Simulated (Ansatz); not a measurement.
## Electronic structure of Si$_{7}$Ge in real space

Input

```
crystal:
  lattice:
    - [5.4074606548, 0.0, 0.0]
    - [0.0, 5.4074606548, 0.0]
    - [0.0, 0.0, 5.8600651116]
  atoms:
    - { symbol: Si, position: [0.2525986838, 0.2525986838, 0.2525986838] }
    - { symbol: Si, position: [0.0, 0.5, 0.5] }
    - { symbol: Si, position: [0.5, 0.5, 0.0] }
    - { symbol: Si, position: [0.5, 0.0, 0.5] }
    - { symbol: Si, position: [0.7474013162, 0.2525986838, 0.7474013162] }
    - { symbol: Si, position: [0.7474013162, 0.7474013162, 0.2525986838] }
    - { symbol: Si, position: [0.2525986838, 0.7474013162, 0.7474013162] }
    - { symbol: Ge, position: [0.0, 0.0, 0.0] }
basis:
  ecutwfc: 420
kpoints:
  mp_grid: { grid: [8, 8, 8] }
hamiltonian:
  xc: pbesol
  pseudopotentials: { kind: paw, azcp: { folder: soft_1 } }
scf:
  occupations: { method: gaussian, width: 0.03 }
output:
  forces: true
  stress: true
  eigenvalues: true
  write_density: true
  write_potential: true
  elf: true
  volumetric_format: npy
```

Command:

```sh
ansatz run input.yaml --threads 2 --pin off --max-ram 4096MiB --backend cpu --events-out ev --progress --plain --runs-dir out
```

Below, planes, directions and counts refer to the conventional cell (a = 5.41 Å, b = 5.41 Å, c = 5.86 Å, α = 90.00°, β = 90.00°, γ = 90.00°).

Space group P-42m; a point of a scan over the structure, not its minimum; a structure from a database of computed crystals, not necessarily the ambient phase; computed pressure about −4 GPa in this cell; PAW files of the earlier set (soft_1).

The calculation used DFT PBEsol, scalar-relativistic, plane waves, PAW (Ansatz 0.2.0).

The density is the valence pseudo-density of a PAW calculation; it isn't the true density close to the nuclei.

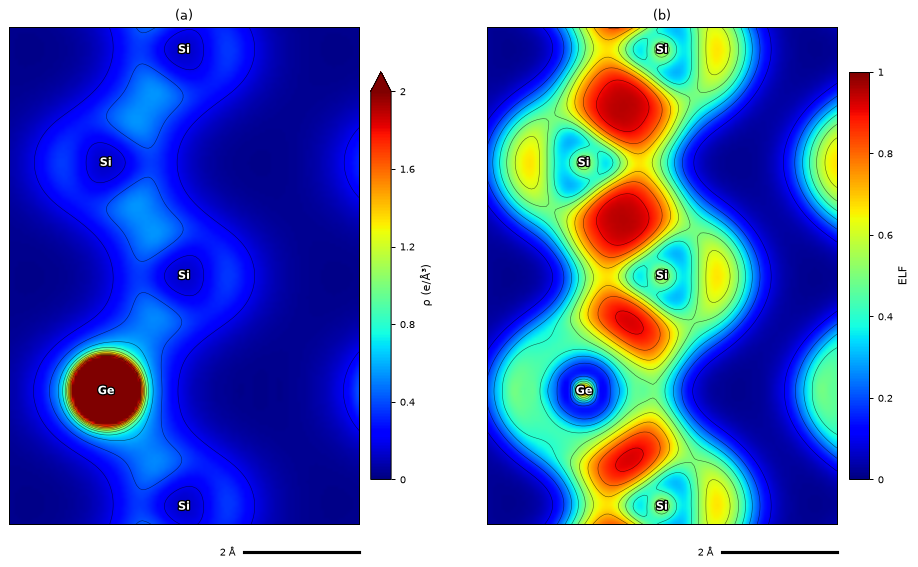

Figure 1. (a) valence charge density (pseudo); (b) electron localisation function on the (011̄) plane of the conventional cell.

**Interpret the plot.**

The section cuts through Si and Ge sites.
Si–Si (2.40 Å): ρ at the midpoint is about 0.53 e/Å³; the ELF peaks at about 0.95 between the atoms; localised, covalent bonding.
Si–Ge (2.43 Å): ρ at the midpoint is about 0.51 e/Å³; the ELF peaks at about 0.90 between the atoms, as expected for a shared electron pair.
Between the atoms the lowest density in this plane is 0.02 e/Å³.
The features right at Ge lie inside the PAW spheres, where the map follows smoothed inner orbitals and isn't to be read closely.

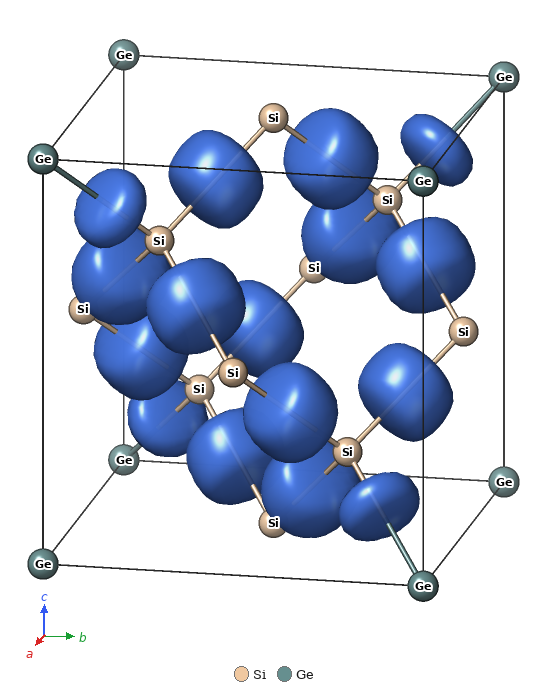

Figure 2. Isosurface of the electron localisation function at 0.8 (blue), seen slightly off an axis. Only the valence region is drawn (cores and ρ < 0.01 e/Å³ removed). Sticks mark near contacts.

**Identify the bonds, lone pairs and shells in this picture.**

The ELF exceeds this value in four regions between bonded Ge–Si atoms (shared pairs) and twelve regions between bonded Si–Si atoms (shared pairs), counted in one cell of 8 atoms. Regions shared between cells count once.
